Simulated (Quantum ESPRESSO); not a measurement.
# CdS (Hawleyite): zone-centre phonons, part 2 of 5

Aim: the zone-centre modes of CdS (Hawleyite).

Quantum ESPRESSO 7.5; DFT PBE, scalar-relativistic, plane waves, GBRV ultrasoft pseudopotentials.

So far. Step 2 (A probe with smearing): A gap of 1.1 eV opens on this mesh, so the crystal is taken as an insulator; the start stands at 2.7 GPa. Step 4 (Self-consistent run for the response): The cell stands at 0.33 GPa, close enough for stiff modes, while soft ones can move.

**5. Linear response at Γ**

At q = 0 one unit cell holds all displacements; symmetry groups them into irreducible representations that are solved one by one. The response to a field gives ε∞ and the Born charges, which polar modes need.

File ph.in:

```
phonons
 &inputph
    prefix='x',
    outdir='./tmp',
    fildyn='g.dyn',
    tr2_ph=1.0d-18,
    epsil=.true.,
 /
0.000000000000 0.000000000000 0.000000000000
```

The run is started by

```sh
$ OMP_NUM_THREADS=1 mpirun -n 4 ph.x -nk 4 -in ph.in > ph.out
```

Log:

```text
[banners, grids, parts of the stress and lines that vanish by symmetry left out]
[banner, memory and clock lines left out]
Program PHONON v.7.5

     ./tmp/x.save/

     IMPORTANT: XC functional enforced from input :
     Exchange-correlation= PBE
                           (   1   4   3   4   0   0   0)
     Any further DFT definition will be discarded
     Please, verify this is what you really want

     G-vector sticks info

     negative rho (up, down):  2.247E-02 0.000E+00
     Reading collected, re-writing distributed wavefunctions in ./tmp/

     Number and degeneracy of irreps per q-point
       N         xq(1)         xq(2)         xq(3)   N irreps
       1   0.000000000   0.000000000   0.000000000       2
        3   3

     Calculation of q =    0.0000000   0.0000000   0.0000000

     phonons

     bravais-lattice index     =            2
     lattice parameter (alat)  =      11.1701  a.u.
     unit-cell volume          =     348.4281 (a.u.)^3
     number of atoms/cell      =            2
     number of atomic types    =            2
     kinetic-energy cut-off    =      50.0000  Ry
     charge density cut-off    =     400.0000  Ry
     convergence threshold     =      1.0E-18
     beta                      =       0.7000
     number of iterations used =            4
     Exchange-correlation= PBE
                           (   1   4   3   4   0   0   0)

     celldm(1)=   11.17012  celldm(2)=    0.00000  celldm(3)=    0.00000
     celldm(4)=    0.00000  celldm(5)=    0.00000  celldm(6)=    0.00000

     crystal axes: (cart. coord. in units of alat)
               a(1) = ( -0.5000  0.0000  0.5000 )
               a(2) = (  0.0000  0.5000  0.5000 )
               a(3) = ( -0.5000  0.5000  0.0000 )

     reciprocal axes: (cart. coord. in units 2 pi/alat)
               b(1) = ( -1.0000 -1.0000  1.0000 )
               b(2) = (  1.0000  1.0000  1.0000 )
               b(3) = ( -1.0000  1.0000 -1.0000 )

     Atoms inside the unit cell:

     Cartesian axes

     site n.  atom      mass           positions (alat units)
        1  Cd    112.4140   tau(    1) = (    0.00000    0.00000    0.00000  )
        2  S      32.0600   tau(    2) = (   -0.25000    0.25000    0.25000  )

     Computing dynamical matrix for
                    q = (   0.0000000   0.0000000   0.0000000 )

     25 Sym.Ops. (with q -> -q+G )

     G cutoff = 1264.1997  (  47183 G-vectors)     FFT grid: ( 54, 54, 54)
     G cutoff =  632.0999  (  16625 G-vectors)  smooth grid: ( 36, 36, 36)
     number of k points=    29
                       cart. coord. in units 2pi/alat
        k(    1) = (   0.0000000   0.0000000   0.0000000), wk =   0.0039062
        k(    2) = (  -0.1250000   0.1250000  -0.1250000), wk =   0.0312500
        k(    3) = (  -0.2500000   0.2500000  -0.2500000), wk =   0.0312500
        [... further k-points left out ...]

     PseudoPot. # 1 for Cd read from file:
     ./pseudo/Cd.upf
     Pseudo is Ultrasoft + core correction, Zval = 12.0
     Using radial grid of  889 points,  6 beta functions with:
                l(1) =   0
                l(2) =   0
                l(3) =   1
                l(4) =   1
                l(5) =   2
                l(6) =   2
     Q(r) pseudized with  6 coefficients,  rinner =    1.000   1.000   1.000
                                                       1.000   1.000

     PseudoPot. # 2 for S  read from file:
     ./pseudo/S.upf
     Pseudo is Ultrasoft + core correction, Zval =  6.0
     Using radial grid of  907 points,  6 beta functions with:
                l(1) =   0
                l(2) =   0
                l(3) =   1
                l(4) =   1
                l(5) =   2
                l(6) =   2
     Q(r) pseudized with  8 coefficients,  rinner =    1.300   1.300   1.300
                                                       1.300   1.300

     Mode symmetry, T_d (-43m)  point group:

     Electric field:
     Dielectric constant
     Born effective charges as d Force / d E

     Atomic displacements:
     There are    2 irreducible representations

     Representation     1      3 modes -  To be done

     Representation     2      3 modes -  To be done

     Alpha used in Ewald sum =   2.8000

     negative rho (up, down):  2.247E-02 0.000E+00

     Electric Fields Calculation

      iter #   1   av.it.:   6.8
      thresh= 1.000E-02 alpha_mix =  0.700 |ddv_scf|^2 =  3.793E-08

      iter #   2   av.it.:  15.6
      thresh= 1.947E-05 alpha_mix =  0.700 |ddv_scf|^2 =  4.934E-09

      iter #   3   av.it.:  15.0
      thresh= 7.024E-06 alpha_mix =  0.700 |ddv_scf|^2 =  2.452E-10

      iter #   4   av.it.:  14.8
      thresh= 1.566E-06 alpha_mix =  0.700 |ddv_scf|^2 =  7.216E-12

      iter #   5   av.it.:  15.2
      thresh= 2.686E-07 alpha_mix =  0.700 |ddv_scf|^2 =  2.940E-13

      iter #   6   av.it.:  15.5
      thresh= 5.422E-08 alpha_mix =  0.700 |ddv_scf|^2 =  3.508E-15

      iter #   7   av.it.:  15.3
      thresh= 5.923E-09 alpha_mix =  0.700 |ddv_scf|^2 =  1.872E-16

      iter #   8   av.it.:  15.1
      thresh= 1.368E-09 alpha_mix =  0.700 |ddv_scf|^2 =  2.307E-18

      iter #   9   av.it.:  15.3
      thresh= 1.519E-10 alpha_mix =  0.700 |ddv_scf|^2 =  4.608E-20

     End of electric fields calculation

          Dielectric constant in cartesian axis

          (       6.811737772       0.000000000       0.000000000 )
          (       0.000000000       6.811737772      -0.000000000 )
          (       0.000000000      -0.000000000       6.811737772 )

          Effective charges (d Force / dE) in cartesian axis without acoustic sum rule applied (asr)

           atom    1  Cd    Mean Z*:        2.24739
      Ex  (        2.24739        0.00000        0.00000 )
      Ey  (       -0.00000        2.24739       -0.00000 )
      Ez  (        0.00000       -0.00000        2.24739 )
           atom    2  S     Mean Z*:       -2.26431
      Ex  (       -2.26431        0.00000       -0.00000 )
      Ey  (       -0.00000       -2.26431       -0.00000 )
      Ez  (        0.00000       -0.00000       -2.26431 )

          Effective charges Sum: Mean:       -0.01692
             -0.01692       -0.00000        0.00000
              0.00000       -0.01692       -0.00000
             -0.00000       -0.00000       -0.01692

          Effective charges (d Force / dE) in cartesian axis with asr applied:
           atom    1  Cd    Mean Z*:        2.25585
      E*x (        2.25585        0.00000        0.00000 )
      E*y (        0.00000        2.25585        0.00000 )
      E*z (        0.00000        0.00000        2.25585 )
           atom    2  S     Mean Z*:       -2.25585
      E*x (       -2.25585        0.00000       -0.00000 )
      E*y (        0.00000       -2.25585        0.00000 )
      E*z (        0.00000       -0.00000       -2.25585 )

     Representation #   1 modes #   1   2   3

     Self-consistent Calculation

      iter #   1   av.it.:   6.0
      thresh= 1.000E-02 alpha_mix =  0.700 |ddv_scf|^2 =  6.887E-08

      iter #   2   av.it.:  15.7
      thresh= 2.624E-05 alpha_mix =  0.700 |ddv_scf|^2 =  9.037E-09

      iter #   3   av.it.:  15.3
      thresh= 9.506E-06 alpha_mix =  0.700 |ddv_scf|^2 =  1.111E-10

      iter #   4   av.it.:  15.4
      thresh= 1.054E-06 alpha_mix =  0.700 |ddv_scf|^2 =  2.993E-12

      iter #   5   av.it.:  15.4
      thresh= 1.730E-07 alpha_mix =  0.700 |ddv_scf|^2 =  4.807E-14

[...]
End of self-consistent calculation

     Convergence has been achieved

     Representation #   2 modes #   4   5   6

     Self-consistent Calculation

[...]
iter #   3   av.it.:  15.6
      thresh= 2.941E-05 alpha_mix =  0.700 |ddv_scf|^2 =  1.680E-10

      iter #   4   av.it.:  16.2
      thresh= 1.296E-06 alpha_mix =  0.700 |ddv_scf|^2 =  1.085E-11

      iter #   5   av.it.:  15.9
      thresh= 3.295E-07 alpha_mix =  0.700 |ddv_scf|^2 =  1.845E-13

      iter #   6   av.it.:  15.9
      thresh= 4.295E-08 alpha_mix =  0.700 |ddv_scf|^2 =  1.726E-15

      iter #   7   av.it.:  15.7
      thresh= 4.154E-09 alpha_mix =  0.700 |ddv_scf|^2 =  1.330E-16

      iter #   8   av.it.:  15.3
      thresh= 1.153E-09 alpha_mix =  0.700 |ddv_scf|^2 =  1.435E-18

      iter #   9   av.it.:  16.0
      thresh= 1.198E-10 alpha_mix =  0.700 |ddv_scf|^2 =  2.516E-20

     End of self-consistent calculation

     Convergence has been achieved

     Number of q in the star =    1
     List of q in the star:
          1   0.000000000   0.000000000   0.000000000

          Dielectric constant in cartesian axis

          (       6.811737772       0.000000000       0.000000000 )
          (       0.000000000       6.811737772      -0.000000000 )
          (       0.000000000      -0.000000000       6.811737772 )

          Effective charges (d Force / dE) in cartesian axis without acoustic sum rule applied (asr)

           atom    1  Cd    Mean Z*:        2.24739
      Ex  (        2.24739        0.00000        0.00000 )
      Ey  (       -0.00000        2.24739       -0.00000 )
      Ez  (        0.00000       -0.00000        2.24739 )
           atom    2  S     Mean Z*:       -2.26431
      Ex  (       -2.26431        0.00000       -0.00000 )
      Ey  (       -0.00000       -2.26431       -0.00000 )
      Ez  (        0.00000       -0.00000       -2.26431 )

          Effective charges Sum: Mean:       -0.01692
             -0.01692       -0.00000        0.00000
              0.00000       -0.01692       -0.00000
             -0.00000       -0.00000       -0.01692

          Effective charges (d Force / dE) in cartesian axis with asr applied:
           atom    1  Cd    Mean Z*:        2.25585
      E*x (        2.25585        0.00000        0.00000 )
      E*y (        0.00000        2.25585        0.00000 )
      E*z (        0.00000        0.00000        2.25585 )
           atom    2  S     Mean Z*:       -2.25585
      E*x (       -2.25585        0.00000       -0.00000 )
      E*y (        0.00000       -2.25585        0.00000 )
      E*z (        0.00000       -0.00000       -2.25585 )

     Diagonalizing the dynamical matrix

     q = (    0.000000000   0.000000000   0.000000000 )

 **************************************************************************
     freq (    1) =      -0.040178 [THz] =      -1.340188 [cm-1]
     freq (    2) =      -0.040178 [THz] =      -1.340188 [cm-1]
     freq (    3) =      -0.040178 [THz] =      -1.340188 [cm-1]
     freq (    4) =       6.637374 [THz] =     221.398960 [cm-1]
     freq (    5) =       6.637374 [THz] =     221.398960 [cm-1]
     freq (    6) =       6.637374 [THz] =     221.398960 [cm-1]
 **************************************************************************

     Mode symmetry, T_d (-43m)  point group:

     freq (   1-   3) =         -1.3  [cm-1]   --> T_2  G_15 P_4   I+R
     freq (   4-   6) =        221.4  [cm-1]   --> T_2  G_15 P_4   I+R
```

Elapsed: 95 s, on 4 MPI ranks of Intel Xeon Platinum 8375C at 2.90GHz (Ice Lake), shared host.

Read from the output:

```yaml
miss_of_the_charge_sum_rule: 0.01692 e
largest_acoustic_frequency_at_the_zone_centre_before_the_sum_rule: -1.34 cm⁻¹
highest_optical_zone_centre_mode_no_lo_to_term: 221.4 cm⁻¹
lowest_optical_zone_centre_mode: 221.4 cm⁻¹
mean_high_frequency_dielectric_constant: 6.812
largest_born_charge_in_size_third_of_the_trace: 2.264 e
```

Born charge (rows field, columns displacement), before the sum rule (e), principal values of the symmetric part by kind of site:

| atom | atoms with these values | low | middle | high | mean |
| --- | --- | --- | --- | --- | --- |
| Cd1 | 1 | 2.25 | 2.25 | 2.25 | 2.25 |
| S2 | 1 | -2.26 | -2.26 | -2.26 | -2.26 |

In full for S2:

```
-2.26  0.00  0.00
 0.00 -2.26  0.00
 0.00  0.00 -2.26
```

High-frequency dielectric tensor:

```
6.81 0.00 0.00
0.00 6.81 0.00
0.00 0.00 6.81
```

The acoustic modes at Γ come out as far as 1.3 cm⁻¹ from zero, where they should vanish, a small numerical error; the Born charges miss their sum rule by 0.017 e, which is good.

**6. Modes with the sum rule**

A rigid shift of the crystal must cost nothing, but grids and finite bases break this; the acoustic sum rule is imposed before the matrix is diagonalised again. With Born charges the intensities follow, and the static dielectric tensor.

File dynmat.in:

```
 &input
    fildyn='g.dyn',
    asr='simple',
    fileig='dynmat.eig',
    lperm=.true.,
 /
```

The run is started by

```sh
$ dynmat.x -in dynmat.in > dynmat.out
```

Log:

```text
[banner, memory and clock lines left out]
Program DYNMAT v.7.5

     Reading Dynamical Matrix from file g.dyn
     ...Force constants read
     ...epsilon and Z* read
     A direction for q was not specified:TO-LO splitting will be absent

     Polarizability (A^3 units)
     multiply by 0.340455 for Clausius-Mossotti correction
        23.878812    0.000000    0.000000
         0.000000   23.878812   -0.000000
         0.000000   -0.000000   23.878812

     IR activities are in (D/A)^2/amu units

# mode   [cm-1]    [THz]      IR
    1      0.00    0.0000    0.0000
    2      0.00    0.0000    0.0000
    3      0.00    0.0000    0.0000
    4    221.40    6.6373    4.7065
    5    221.40    6.6373    4.7065
    6    221.40    6.6373    4.7065

Electronic dielectric permittivity tensor (relative, adimensional)
         6.811738    0.000000    0.000000
         0.000000    6.811738   -0.000000
         0.000000   -0.000000    6.811738

 ... with zone-center polar mode contributions
        10.778078    0.000000    0.000000
         0.000000   10.778078    0.000000
         0.000000    0.000000   10.778078
```

Wall time 0.56 s (1 thread).

This step gave:

| Property | Result |
| --- | --- |
| mean static dielectric constant | 10.78 |

Unit eigenvectors of the mass-weighted matrix after the sum rule; no LO-TO term. Modes at Γ, with each element's share of the kinetic energy:

| mode | frequency (cm⁻¹) | symmetry | Cd % | S % |
| --- | --- | --- | --- | --- |
| 1 | 0.0 | acoustic | 78 | 22 |
| 2 | 0.0 | acoustic | 78 | 22 |
| 3 | 0.0 | acoustic | 78 | 22 |
| 4 | 221.4 | T2 | 22 | 78 |
| 5 | 221.4 | T2 | 22 | 78 |
| 6 | 221.4 | T2 | 22 | 78 |

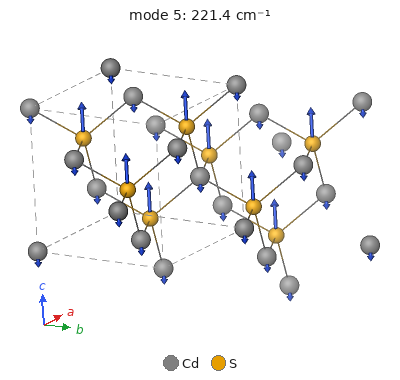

Displacement patterns of mode 5 at Γ; arrows are exaggerated. Bonds to atoms that aren't drawn are left out. 1×2×1 conventional cells are drawn. Some periodic images of atoms are drawn too.

Degenerate modes summed, no LO-TO term. Lines of the infrared spectrum (strongest = 100):

```csv
position (cm⁻¹),lines merged,label,"IR intensity, relative"
221,3,T2,100
```

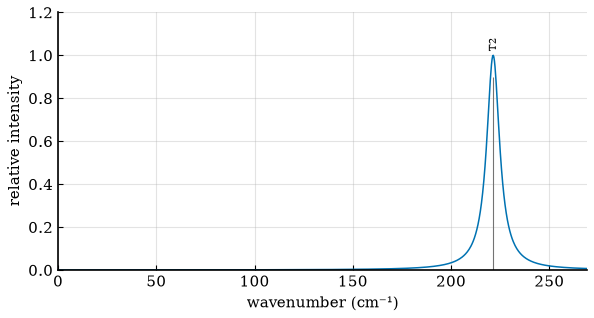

The infrared spectrum, broadened with Lorentzians of width 8 cm⁻¹; bars mark the lines.

Static dielectric tensor (ions relaxed, fixed cell):

```
10.78  0.00  0.00
 0.00 10.78  0.00
 0.00  0.00 10.78
```

The rule moves no optical mode by more than 0.1 cm⁻¹.

(Continued in part 3 of 5.)

[Host names and launcher messages were left out of these logs when they were recorded.]

[Logs are printed without paths, hosts, clocks, repeated set-up lines and the standing remarks that a program may print on its own settings, such as how far it seeks lower states.]

[Hosts, paths, dates, database ids (printed as entryN), source tags and the programs' standing remarks are cut or masked in the printed files.]
